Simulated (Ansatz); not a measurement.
Si

```yaml
crystal:
  lattice:
    - [5.07531, 0.00000, 0.00000]
    - [0.00000, 7.83586, 0.00000]
    - [0.00000, 0.00000, 6.14544]
  atoms:
    - { symbol: Si, position: [0.00000, 0.50000, 0.19001] }
    - { symbol: Si, position: [0.50000, 0.00000, 0.19001] }
    - { symbol: Si, position: [0.00000, 0.50000, 0.80999] }
    - { symbol: Si, position: [0.50000, 0.00000, 0.80999] }
    - { symbol: Si, position: [0.25000, 0.25000, 0.69186] }
    - { symbol: Si, position: [0.75000, 0.75000, 0.69186] }
    - { symbol: Si, position: [0.25000, 0.75000, 0.30814] }
    - { symbol: Si, position: [0.75000, 0.25000, 0.30814] }
    - { symbol: Si, position: [0.25000, 0.75000, 0.69186] }
    - { symbol: Si, position: [0.75000, 0.25000, 0.69186] }
    - { symbol: Si, position: [0.25000, 0.25000, 0.30814] }
    - { symbol: Si, position: [0.75000, 0.75000, 0.30814] }
```

Space group Cmmm; a structure generated by program, which may or may not match a known phase.

Theory: Ansatz 0.2.0, DFT PBE, scalar-relativistic, plane waves, PAW.

Core electrons are frozen (PAW), and the valence fields are smoothed inside the atomic spheres.

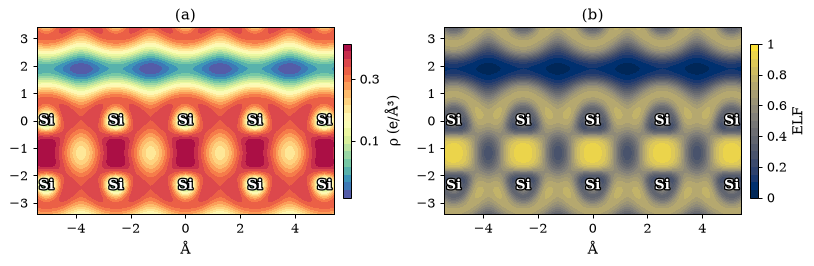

Figure 1. (a) valence charge density (pseudo); (b) electron localisation function on the (010) plane of the conventional cell.

What does the map show?

Answer. Atoms in the plane: Si. Si–Si (2.36 Å): the density is about 0.55 e/Å³ at the midpoint; the ELF peaks at about 0.95 between the atoms. Si–Si (2.54 Å): ρ at the midpoint is about 0.37 e/Å³; the ELF peaks at about 0.75 between the atoms. Between the atoms the lowest density in this plane is 0.04 e/Å³.

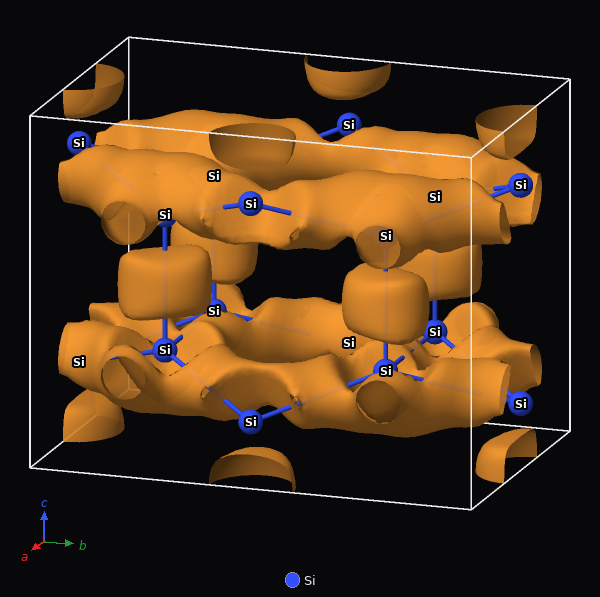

Figure 2. Isosurface of the ELF at 0.7 (orange), seen slightly off an axis. Only the valence region is drawn (cores and ρ < 0.01 e/Å³ removed). Sticks mark near contacts.

Where are the electrons localised?

Answer. The surface consists of six regions between bonded Si–Si atoms and sheets that run through the cell in two directions, counted in one cell of 12 atoms. Any copies at cell faces, edges or corners count once. Profiles from the grid: Si–Si (2.34 Å): the ELF peaks at about 0.95 between the atoms. Si–Si (2.44 Å): the ELF peaks at about 0.85 between the atoms.

Metal or insulator at this level of theory?

Answer. It is gapless in this calculation (a metal or semimetal).
